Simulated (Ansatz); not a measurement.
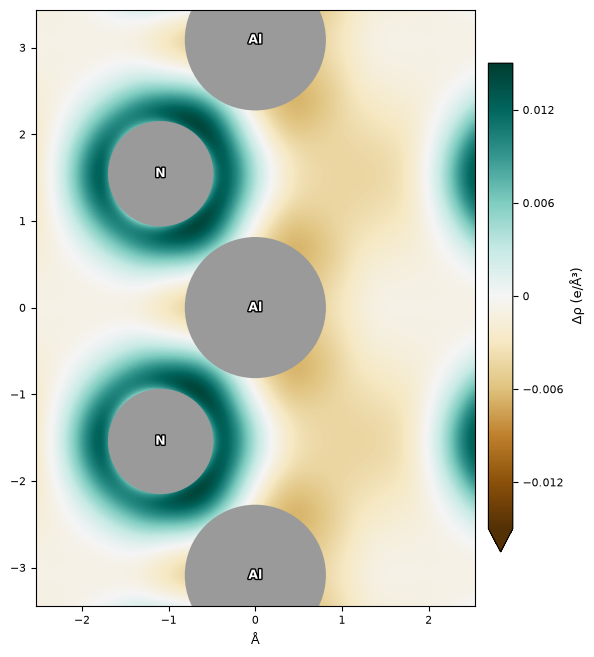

AlN: difference of two self-consistent densities at the same geometry, ρ(HSE06) − ρ(PBE), on the (101) plane of the conventional cell. Grey discs cover the cores, where the PAW densities can't be compared. Cores are masked to 0.8 Å (Al) and 0.6 Å (N).

Space group F-43m. This isn't the usual form at ambient conditions. The cell comes from a database of computed structures, not from a measurement.

Both runs: Ansatz, scalar-relativistic, plane waves and PAW, same cutoff, k-points and PAW files (made with PBE).

**What differs between the two levels of theory?**

Against PBE, and outside the masked cores, the largest gain, 0.014 e/Å³, lies 0.8 Å from a nitrogen nucleus and 1.1 Å from an aluminium one, and the largest loss lies at the edge of the masked core of Al. Bader charges are Al +2.43 and N −2.43 e with PBE and Al +2.46 and N −2.46 e with HSE06. At this volume the pressure is 5 GPa with PBE and roughly 0 GPa with HSE06. The gap on the mesh is 3.33 eV with PBE and 4.55 eV with HSE06.
